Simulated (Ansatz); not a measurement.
# Run report: I, band-structure calculation

- system: I (C2/m, 1 atom in the cell)
- method: DFT PBE+D3(BJ), scalar-relativistic, plane waves, PAW, no spin polarisation (Ansatz 0.2.0)

The structure derives from a Materials Project entry.

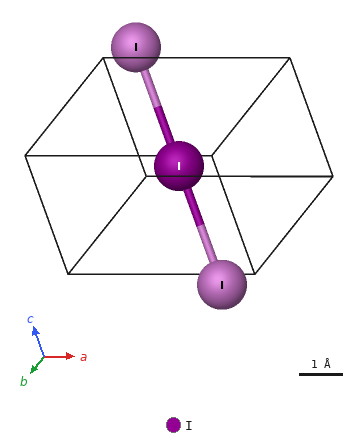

Figure 1. The structure as given in the input (ball-and-stick view of the cell of the calculation, seen at an oblique angle; neighbours outside the cell are drawn fainter).

**The input**
```yaml
crystal:
  lattice:
    - [2.3773896325, -3.6342876406, -0.1598815673]
    - [2.3773896325, 3.6342876406, -0.1598815673]
    - [-1.6680719313, 0.0, 2.4185668454]
  atoms:
    - { symbol: I, position: [0.5, 0.5, 0.5] }
basis:
  ecutwfc: 420
kpoints:
  mp_grid: { grid: [12, 12, 18] }
  band_path:
    path:
      - [[0.0, 0.0, 0.0], [0.5, 0.5, -0.5], [0.7579903, 0.2420097, -0.5]]
      - [[0.2420097, -0.2420097, -0.5], [0.0, 0.0, -0.5], [0.0, 0.0, 0.0], [0.5, -0.5, 0.0]]
      - [[0.5, 0.0, -0.5], [0.0, 0.0, 0.0], [0.0, -0.5, 0.0]]
    npoints: 14
hamiltonian:
  xc: pbe
  dispersion: d3bj
scf:
  occupations: { method: gaussian, width: 0.1 }
  n_extra_bands: 6
output:
  forces: true
  stress: true
  eigenvalues: true
  populations: true
  dos: { projected: true, de: 0.02, nscf_kmesh: { grid: [18, 18, 27] } }
  bader: true
```

Hardware: 1 thread of Arm Neoverse N1, 16 GiB of memory available, shared host.

Launched with:
```bash
ansatz run input.yaml --threads 1 --pin off --max-ram 2560MiB --backend cpu --events-out ev --progress --plain --runs-dir out
```

**What the program printed**
```
scf.n_extra_bands = 6 over 9 filled bands (N_el = 17.0): the run solves 15 bands
Engine: ansatz 0.2.0, aarch64-unknown-linux-gnu
Pseudopotentials: kind: paw
Pseudopotential: I, paw, valence charge 17, recommended cutoff 420 eV (normal), I.paw.azcp
Functional definition: PBE
  parameter kappa = 0.804
  parameter beta = 0.06672455060314922
  exchange = pbe_x(kappa = kappa, mu = beta*pi^2/3)
  correlation = pbe_c(beta = beta)
Crystal: 1 atoms, lattice volume = 39.855 Å³
Basis set: ecut = 420 eV, 759 PW (Γ), exchange–correlation on 60×60×40 points (8 copies of the dense FFT grid, shifted against one another)
Bands: 15, of which v1, the nominal top of the filled ones, is band 9 counted from 1 (8 counted from 0)
Symmetry: 4 space group operations
Space group: C2/m (ITA 12), of the structure as read, at distance tolerance 3.4e-5 Å
k-points: 710 of 2592
Non-local potential: I, projectors of the file, l = 0: 2, l = 1: 2, l = 2: 2, l = 3: 2
PAW form: soft (Blöchl's): semilocal exchange-correlation on the pseudo side does not see the compensation charge
PAW one-centre angular grid: I, 590 points (default); XC on 64 Gauss nodes
Initial density: superposition of atomic densities (neutral atoms: chi_scale 0, normalization atom), corrected by the library's trained network
Initial wavefunctions: pseudopotential atomic-orbital guess
Functional: x = pbe(κ = 0.804, μ = 0.2195149727645171), c = pbe(β = 0.06672455060314922)
SCF iter   1: F=—  HF=-7513.133368 eV  |F-HF|=—  |Δ(HF+E_count)|=         —  Δρ=1.75e-3  dr2=1.57e-3  ethr=1.77e-3  ⟨swp⟩=6.4  Hψ=70621  notcnv=0  defer=49
preconditioner: auto → Kerker (q_TF=auto, 2.367 Å⁻¹)  [metal: Δε(μ)=0.004 eV  Ē_g=15.118 eV  σ=0.100 eV  W_gap=0.02  n_scr=10 (ndim 8)  ℏωp=15.6 eV  f_vac=0.038  D(μ)=0.40/eV (n_scr^D=0)]
SCF iter   2: F=—  HF=-7513.133213 eV  |F-HF|=—  |Δ(HF+E_count)|=   1.55e-4  Δρ=8.18e-4  dr2=3.62e-4  ethr=9.21e-6  ⟨swp⟩=1.6  Hψ=17037  notcnv=0  defer=52
SCF iter   3: F=—  HF=-7513.133175 eV  |F-HF|=—  |Δ(HF+E_count)|=   3.88e-5  Δρ=3.00e-4  dr2=6.30e-5  ethr=2.13e-6  ⟨swp⟩=2.3  Hψ=11569  notcnv=0  defer=52
SCF iter   4: F=—  HF=-7513.133163 eV  |F-HF|=—  |Δ(HF+E_count)|=   1.20e-5  Δρ=1.19e-4  dr2=1.06e-5  ethr=3.70e-7  ⟨swp⟩=2.2  Hψ=11049  notcnv=0  defer=52
SCF iter   5: F=—  HF=-7513.133163 eV  |F-HF|=—  |Δ(HF+E_count)|=   2.09e-7  Δρ=3.78e-5  dr2=6.34e-7  ethr=6.26e-8  ⟨swp⟩=2.1  Hψ=12257  notcnv=0  defer=52
SCF iter   6: F=-7513.133163 eV  HF=-7513.133163 eV  |F-HF|=8.48e-9  |Δ(HF+E_count)|=   6.47e-7  Δρ=1.37e-5  dr2=8.73e-8  ethr=5.88e-10  ⟨swp⟩=8.8  Hψ=57555  notcnv=0
SCF 1 converged in 6 iterations: F = -7513.133163 eV  dr2 = 8.73e-8
  greatest PAW one-centre occupation: 0.999 electrons in one spin orbital (limit 2), on the I atom at site 0 (counted from 0), in its partial waves of l = 2
```

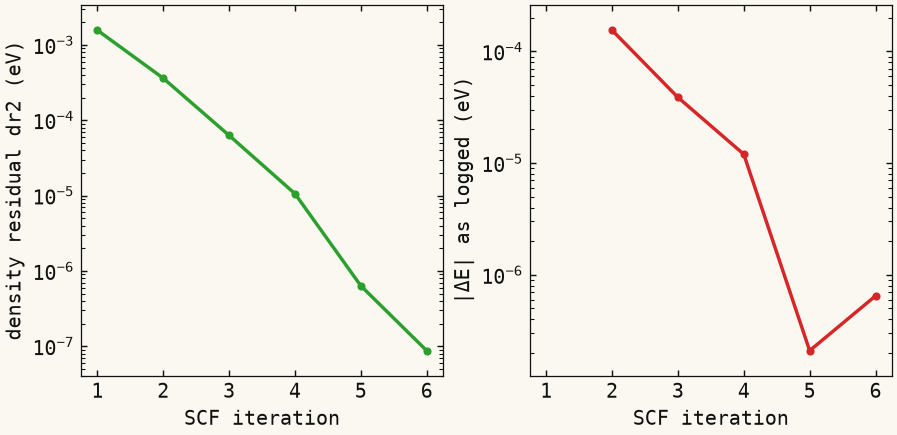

Figure 2. Convergence of the self-consistent field: density residual dr2 and size of the energy change against the SCF iteration. The residual falls at every step.

```
NSCF: frozen V_eff on 101 k-points
NSCF: frozen V_eff on 2314 k-points
SCF converged after 6 iterations
Free energy (F): -7513.133163 eV
Harris-Foulkes:  -7513.133163 eV  (|F-HF|=8.48e-9)
Internal energy: -7513.131117 eV  (E = F + TS)
E sigma→0 (E₀):  -7513.132140 eV
Entropy (-TS):   -0.002046 eV (-2.046 meV/atom)
Fermi energy:    5.741335 eV
--- Per-component energies (eV) ---
  E_band       = -385.733480
  E_kinetic    = 188.550425
  E_local      = -1968.584315  (includes V_loc(G=0)·N_el)
  E_nonlocal   = -92.006419
  E_hartree    = 1014.069618
  E_xc         = -127.859560
  E_vxc        = -128.260413  (∫ρ·V_xc dr)
  E_paw        = -4814.555548  (= ΣΔE_a)
  E_vpaw       = -413.578024  (= ΣTr[D̂ρ^β])
  E_aug_tail   = -0.000011  (compensation charges beyond the density's cutoff)
  E_ewald      = -1712.419641
  E_disp       = -0.325666  (pairwise vdW)
  E_smearing   = -0.002046  (= −TS)
  E_closure    = 0.000000  (closes the sum)
  Σ components = -7513.133163   (vs F -7513.133163, Δ=0.00e0)
--- Forces (eV/Å), atoms counted from 1 ---
  atom   1  I      0.00000000     0.00000000     0.00000000
  max |Σ_I F_I| component: 6.31e-30 eV/Å
--- Stress (GPa, compression-positive) ---
       -0.009590       0.000000       0.003983
        0.000000      -0.005193      -0.000000
        0.003983      -0.000000      -0.039598
  P = ⅓ Tr σ = -0.0181 GPa (-0.181 kbar)
--- Band table (eV; the first three rows and the last of 710) ---
  k-point 0: bands = ["-39.2950", "-39.1946", "-39.0979", "-38.9020", "-38.8952", "-7.9366", "4.4425", "4.9938", "9.1318", "10.5372", "13.4090", "15.2737", "16.1342", "16.9344", "20.4281"]
  k-point 1: bands = ["-39.2925", "-39.1953", "-39.0986", "-38.9020", "-38.8950", "-7.8751", "4.4752", "4.8910", "8.6543", "10.7139", "13.5886", "14.9174", "16.7083", "17.4805", "19.1178"]
  k-point 2: bands = ["-39.2854", "-39.1972", "-39.1004", "-38.9019", "-38.8945", "-7.6925", "4.5691", "4.6375", "7.5430", "11.1727", "14.1243", "14.3747", "17.6361", "18.0869", "18.6275"]
  k-point 709: bands = ["-39.2165", "-39.2126", "-39.1190", "-38.9008", "-38.8890", "-4.8968", "0.6076", "3.9532", "5.5218", "10.3687", "11.9800", "17.2802", "17.3363", "17.9370", "18.5335"]
--- Löwdin populations: 1 site ---
  site symbol       q [e]
     0      I     16.9590
  spilling = 0.002413 (of n_electrons = 17.000000)
--- Bader charges: 1 site ---
  site symbol  charge [e]  shift [e]
     0      I      0.0000     0.0000
  estimated error of the sums over rays = 1.3e-6 e
```

**File bader_charges.tsv**
```
# site	symbol	x_ang	y_ang	z_ang	partial_charge_e	electrons	volume_ang3	relative_density_drop	shared_charge_e	partial_wave_shift_e
# quadrature_error_electrons = 1.3e-6
0	I	1.5434	0.0000	1.0494	0.00000	53.00000	39.85	-	0.00000	0.00000
```

**File populations.tsv**
```
# site	symbol	l	j	q
# orbitals = lowdin
# n_electrons = 17.000000
# spilling = 0.002413
0	I	0_5S	-	1.978315
0	I	1_5P	-	4.980829
0	I	2_4D	-	9.999842
```

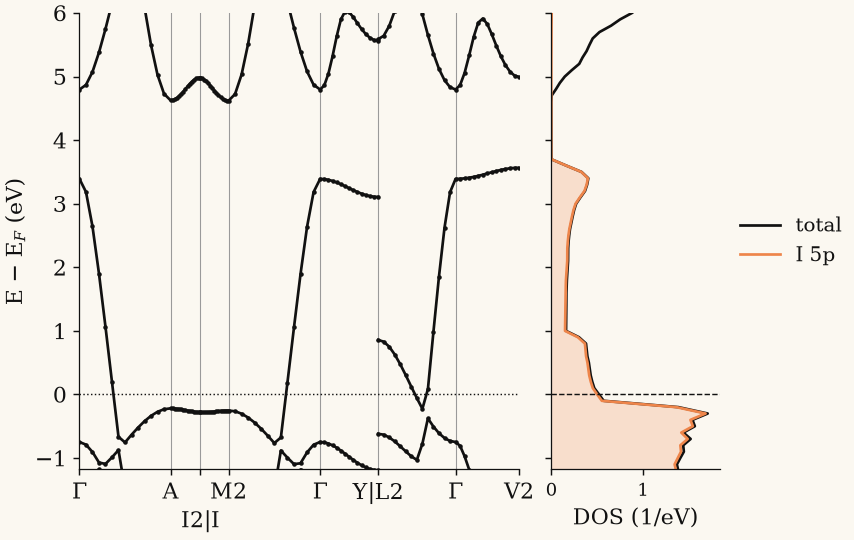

Figure 3. Band structure along Γ–A–I2|I–M2–Γ–Y|L2–Γ–V2 and density of states (projected on Löwdin-orthogonalised atomic shells), with energies from the Fermi level. Bands cross the Fermi level: a metal at this level of theory.

**Summary**

```tsv
quantity	value
outcome	converged
space group (tolerance 0.01 Å)	C2/m (12)
electrons treated	17
free energy	−7513.1332 eV
Fermi energy	5.741 eV
gap on the k-point mesh	none (metallic)
pressure	−0.02 GPa
largest force (length of the vector)	under 0.001 eV/Å
wall time	1.8 min
peak memory	1 GiB
```

**Remarks**

The cell holds an odd number of electrons but the run has no spin polarisation, so it comes out as a metal.
